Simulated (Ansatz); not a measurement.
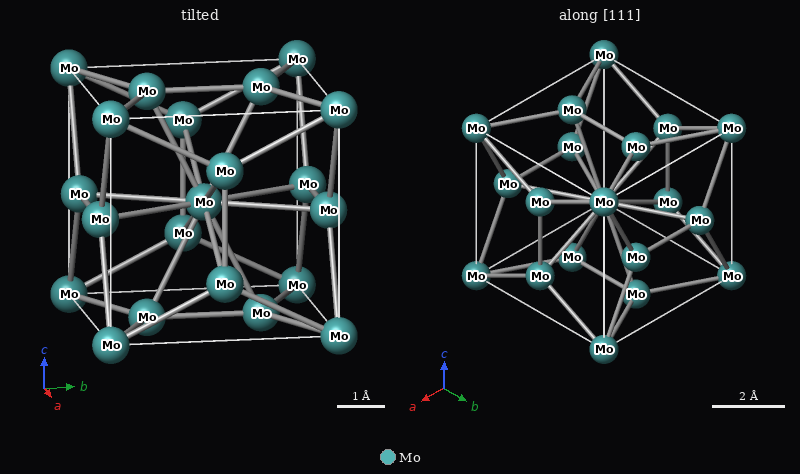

A ball-and-stick rendering, viewed slightly off an axis and along [111]. The lines enclose the conventional unit cell; boundary atoms appear with their images.

The element is molybdenum. Its lattice is primitive cubic, its space group Pm-3n (No. 223). It belongs to the family called β-tungsten (A15) type. The cell holds eight atoms. Taking every contact within bonding distance, one finds Mo 6 to 12 (mean 7.5). Not all metal-metal contacts are counted.

Provenance: a textbook structure type filled with this element (whether it is the usual form wasn't checked). Atoms and cell were optimised with Ansatz 0.2.0, DFT r2SCAN, scalar-relativistic, plane waves, PAW.
